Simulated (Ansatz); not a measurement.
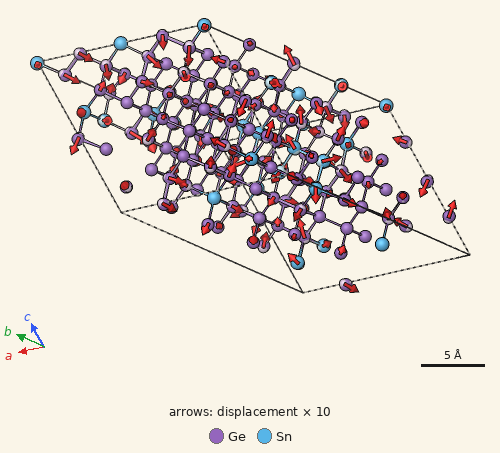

A relaxation of solid Ge109Sn19 (a generated structure, set up in P1). The starting structure is drawn faded, the final one solid; red arrows show the displacements, 10 times their true length.

Style: ball-and-stick. Shown: the cell of the calculation (origin shifted), from a free direction.

Level of theory: Ansatz, DFT, PBEsol, PAW, plane waves. (plane-wave cutoff 420 eV; k-point mesh 1 × 1 × 1; mesh shifted by (0.5, 0.5, 0.5); no spin polarisation; cell relaxed at fixed shape; force threshold 0.03 eV/Å; at most 80 steps)

What happened in the run?

Answer. The largest move is that of a Ge atom, 0.24 Å along [1 1 −1]. Largest moves by element: Ge 0.24 Å, Sn 0.17 Å. The cell doesn't change. Among the contacts that change: Sn–Sn 2.488 → 2.757 Å, Sn–Sn 2.494 → 2.735 Å, Sn–Sn 2.514 → 2.745 Å, Sn–Sn 2.528 → 2.733 Å. Among the angles between lasting bonds that change: Ge–Ge–Sn 110.7° → 102.5°, Ge–Ge–Ge 108.1° → 116.0°, Ge–Ge–Sn 111.7° → 104.0°. The space group stays P1 (No. 1). The energy falls by 7.168 eV per cell of the calculation in 6 accepted moves (7 points after the start). Largest force component: 2.6 eV/Å at the start, 0.0018 eV/Å at the end. The pressure goes from 0.95 to 0.00 GPa. The line search rejected the trial step at point 5 of the run.
